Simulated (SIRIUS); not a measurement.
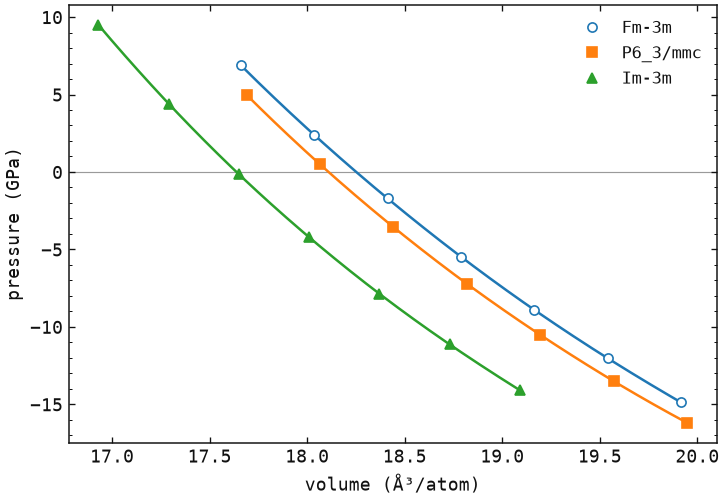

Plotted: pressure against volume, with one curve for each structure, for Ta.

Calculation (SIRIUS 7.10.0): plane-wave DFT, no spin polarisation; energies at scaled volumes of the given cell, shape and fractions fixed, counted from the fit's minimum, third-order Birch-Murnaghan fit. Level: PBEsol.

| setting | value |
| --- | --- |
| occupations | Fermi–Dirac |
| smearing width | 0.05 eV |
| potentials | dojo sr pbesol 0.4.1 standard |
| wave cutoff | 806.7 eV |
| density cutoff | 3227 eV |

Settings that differ: Fm-3m: k mesh 11×11×11; P6_3/mmc: k mesh 11×11×5; Im-3m: k mesh 11×11×11.

The numbers behind the figure:

Fm-3m:
```tsv
volume (Å³/atom)	pressure (GPa)
17.66	6.88
18.04	2.39
18.41	-1.71
18.79	-5.47
19.16	-8.90
19.54	-12.02
19.92	-14.87
```

P6_3/mmc:
```tsv
volume (Å³/atom)	pressure (GPa)
17.69	4.98
18.07	0.49
18.44	-3.56
18.82	-7.22
19.19	-10.52
19.57	-13.51
19.95	-16.20
```

Im-3m:
```tsv
volume (Å³/atom)	pressure (GPa)
16.93	9.50
17.29	4.41
17.65	-0.15
18.01	-4.22
18.37	-7.87
18.73	-11.14
19.09	-14.10
```
